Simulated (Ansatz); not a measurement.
Consider Mg2O3.

Input

```
crystal:
  lattice:
    - [1.5082520965, -5.2542312812, 0.0]
    - [1.5082520965, 5.2542312812, 0.0]
    - [0.0, 0.0, 6.4171739024]
  atoms:
    - { symbol: Mg, position: [0.2330259851, 0.7669740149, 0.25] }
    - { symbol: Mg, position: [0.7669740149, 0.2330259851, 0.75] }
    - { symbol: Mg, position: [0.5, 0.5, 0.5] }
    - { symbol: Mg, position: [0.5, 0.5, 0.0] }
    - { symbol: O, position: [0.6113521419, 0.3886478581, 0.25] }
    - { symbol: O, position: [0.8730129666, 0.1269870334, 0.3702047761] }
    - { symbol: O, position: [0.3886478581, 0.6113521419, 0.75] }
    - { symbol: O, position: [0.1269870334, 0.8730129666, 0.6297952239] }
    - { symbol: O, position: [0.8730129666, 0.1269870334, 0.1297952239] }
    - { symbol: O, position: [0.1269870334, 0.8730129666, 0.8702047761] }
basis:
  ecutwfc: 420
kpoints:
  mp_grid: { grid: [8, 8, 4] }
hamiltonian:
  xc: pbe
scf:
  occupations: { method: gaussian, width: 0.02 }
output:
  forces: true
  stress: true
  eigenvalues: true
  write_density: true
  write_potential: true
  elf: true
  volumetric_format: npy
relax:
  adjacent_minimum: "off"
  f_tol: 0.01
  max_steps: 80
  cell: { stress_tol: 0.05 }
```

Launched as:

```sh
ansatz run input.yaml --threads 1 --pin off --max-ram 2560MiB --backend cpu --events-out ev --progress --plain --runs-dir out
```

Below, planes, directions and counts refer to the conventional cell (a = 3.02 Å, b = 10.52 Å, c = 6.42 Å, α = 90.00°, β = 90.00°, γ = 90.00°).

The fields are those of the run's last geometry, not of the input's.

Space group Cmcm; a generated structure, not necessarily the stable one.

Computed with DFT PBE, scalar-relativistic, plane waves, PAW in Ansatz 0.2.0.

**What can the converged valence pseudo-density and electron localisation function tell about the bonding?**

Mg–O (2.18 Å): ρ at the midpoint is about 0.27 e/Å³; the ELF peaks at about 0.90 in the valence shell of O, 0.6 Å from its nucleus, and is about 0.35 at the midpoint; a closed-shell, largely ionic contact.
Mg–O (2.25 Å): ρ at the midpoint is about 0.23 e/Å³; the ELF peaks at about 0.85 in the valence shell of O, 0.6 Å from its nucleus, and is about 0.20 at the midpoint (a largely ionic contact).

**Does the calculation make it a metal, or give it a gap?**

It is gapped, with a Kohn–Sham gap of 2.6 eV on the k-point mesh, an upper bound to the gap of this method.

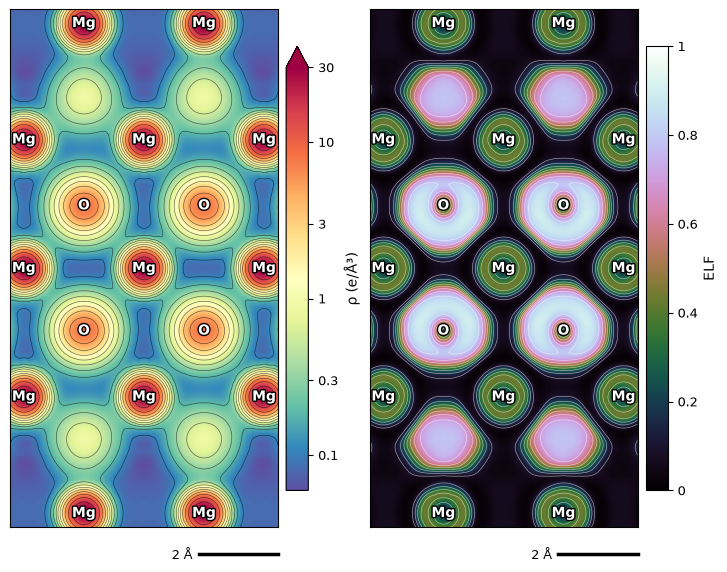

Computed valence pseudo-density and electron localisation function on the (011) plane of the conventional cell, in this order. Atoms just off the plane (O, 0.8 Å away) can leave unmarked features too.

Core electrons are frozen (PAW), and the valence fields are smoothed inside the atomic spheres.
